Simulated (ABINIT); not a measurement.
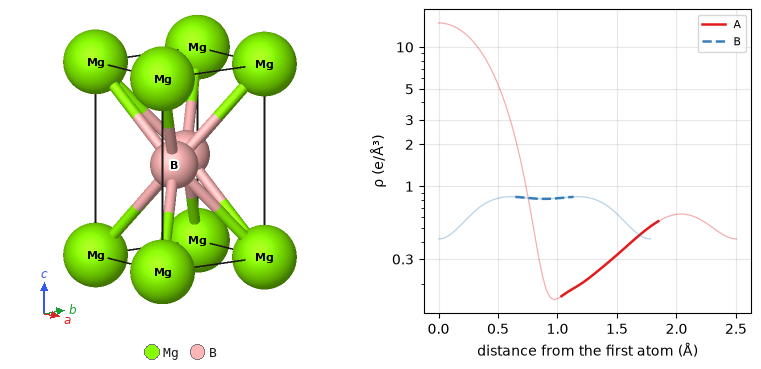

The picture shows: MgB2. Valence pseudo-density along straight lines between neighbouring atoms. Thin, pale parts lie inside the atomic spheres. The structure is drawn too.

Space group P6/mmm; computed pressure about −3 GPa in this cell.

Theory: Kohn-Sham DFT of a periodic cell, r2SCAN, JTH PAW PBE v2.0 (ABINIT 10.8.3).

In a PAW calculation such maps are meaningful between the atoms, not at the nuclei.

### Which curve belongs to which contact (B–B and Mg–B)? The first atom named is at distance zero.

Curve A: Mg–B (2.51 Å): ρ at the midpoint is about 0.22 e/Å³. Curve B: B–B (1.78 Å): the density is about 0.81 e/Å³ at the midpoint.
